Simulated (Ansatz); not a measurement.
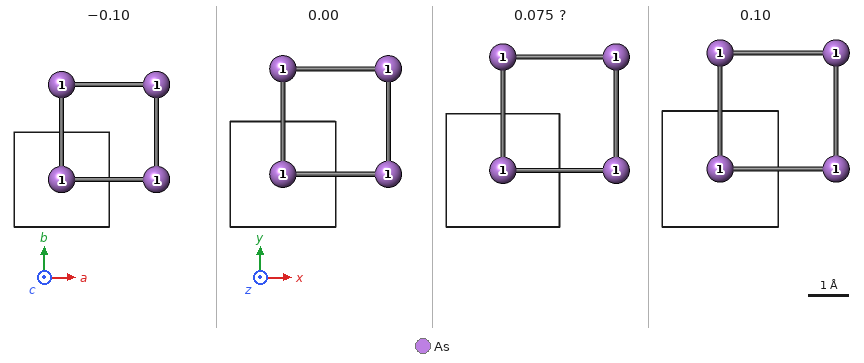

A scan of crystalline As (Pm-3m): the cell is strained equally along x and y, with the atoms kept at their fractional coordinates. x, y and z are the Cartesian axes of the input. Style: ball-and-stick. Shown: the cell of the calculation, repeated 2 × 2 × 2 with one cell outlined, along the c axis.

Level of theory: DFT PBE, scalar-relativistic, plane waves, PAW in Ansatz 0.2.0. Settings: plane-wave cutoff 420 eV; k-point mesh 18 × 18 × 18; occupations gaussian; smearing width 0.15 eV; no spin polarisation. Energies (free energies at the smearing named) are counted from the cell as listed in its source, which wasn't relaxed.

```tsv
strain	E − E(ref) (meV/atom)
−0.1000	461
−0.0750	249
−0.0500	113
−0.0250	35
0.0000	0
0.0250	1
0.0500	33
0.0750	?
0.0875	120
0.1000	156
```

Q: One row is withheld. What is its energy?

A: A straight line between the two neighbours gives 91 meV/atom. A cubic through the four nearest rows (0.0250, 0.0500, 0.0875, 0.1000) gives, with Lagrange weights, (−0.0667)(1) + (0.3333)(33) + (1.0667)(120) + (−0.3333)(156) = 87 meV/atom. The calculation gives 86 meV/atom, so the cubic is 1 meV/atom too high and the straight line 5 meV/atom too high, as the curve bends upwards here.

The whole profile:

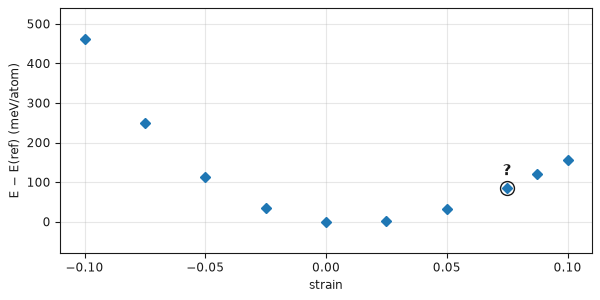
